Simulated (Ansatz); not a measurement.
```
CELL_PARAMETERS angstrom
11.62760 0.00000 0.00000
0.00000 11.62760 0.00000
0.00000 0.00000 11.62760
ATOMIC_POSITIONS crystal
Cs 0.25000 0.25000 0.25000
Cs 0.75000 0.75000 0.25000
Cs 0.75000 0.25000 0.75000
Cs 0.25000 0.75000 0.75000
Cs 0.75000 0.25000 0.25000
Cs 0.25000 0.75000 0.25000
Cs 0.25000 0.25000 0.75000
Cs 0.75000 0.75000 0.75000
Sn 0.00000 0.00000 0.00000
Sn 0.50000 0.50000 0.00000
Sn 0.50000 0.00000 0.50000
Sn 0.00000 0.50000 0.50000
I 0.24898 0.00000 0.00000
I 0.74898 0.50000 0.00000
I 0.74898 0.00000 0.50000
I 0.24898 0.50000 0.50000
I 0.00000 0.24898 0.00000
I 0.50000 0.74898 0.00000
I 0.50000 0.24898 0.50000
I 0.00000 0.74898 0.50000
I 0.75102 0.00000 0.00000
I 0.25102 0.50000 0.00000
I 0.25102 0.00000 0.50000
I 0.75102 0.50000 0.50000
I 0.50000 0.25102 0.00000
I 0.00000 0.75102 0.00000
I 0.00000 0.25102 0.50000
I 0.50000 0.75102 0.50000
I 0.00000 0.00000 0.24898
I 0.50000 0.50000 0.24898
I 0.50000 0.00000 0.74898
I 0.00000 0.50000 0.74898
I 0.50000 0.00000 0.25102
I 0.00000 0.50000 0.25102
I 0.00000 0.00000 0.75102
I 0.50000 0.50000 0.75102
```

Space group Fm-3m.

Theory: Ansatz, DFT r2SCAN, scalar-relativistic, plane waves, PAW.

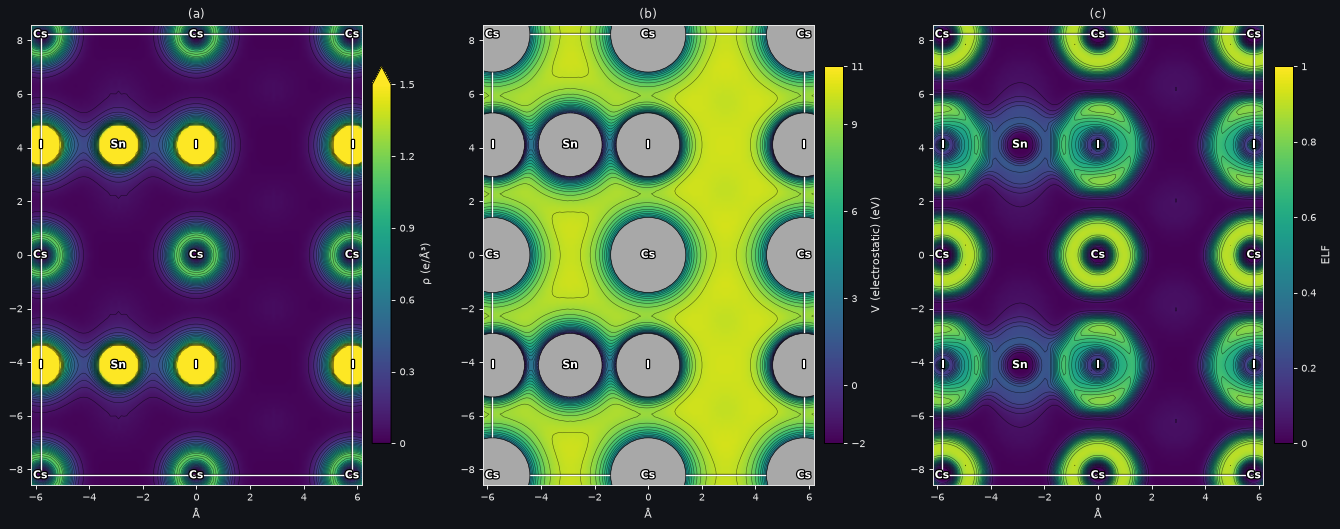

Cs2SnI6. (a) valence charge density (pseudo); (b) electrostatic potential energy of an electron; (c) electron localisation function on the (110) plane of the conventional cell. Grey discs cover the atomic cores in the potential map.

The density is the valence pseudo-density of a PAW calculation; it isn't the true density close to the nuclei.

Q: Read the bonding off the picture.

A:
- Atoms in the plane: Cs, Sn and I.
- Sn–I (2.90 Å): ρ at the midpoint is about 0.36 e/Å³; the ELF peaks at about 0.70 in the valence shell of I, 1.3 Å from its nucleus, and is about 0.65 at the midpoint.
- Cs–I (4.11 Å): the density is about 0.04 e/Å³ at the midpoint; the ELF peaks at about 0.85 in the valence shell of I, 1.3 Å from its nucleus, and drops to about 0 between the two atoms; a closed-shell, largely ionic contact.
- Between the atoms the lowest density in this plane is 0.006 e/Å³.
- The features right at Cs lie inside the PAW spheres, where the map follows smoothed inner orbitals and isn't to be read closely.
- Outside the cores the potential energy rises away from the atoms and is highest about 2.2 Å from the nearest atoms; its zero is arbitrary.
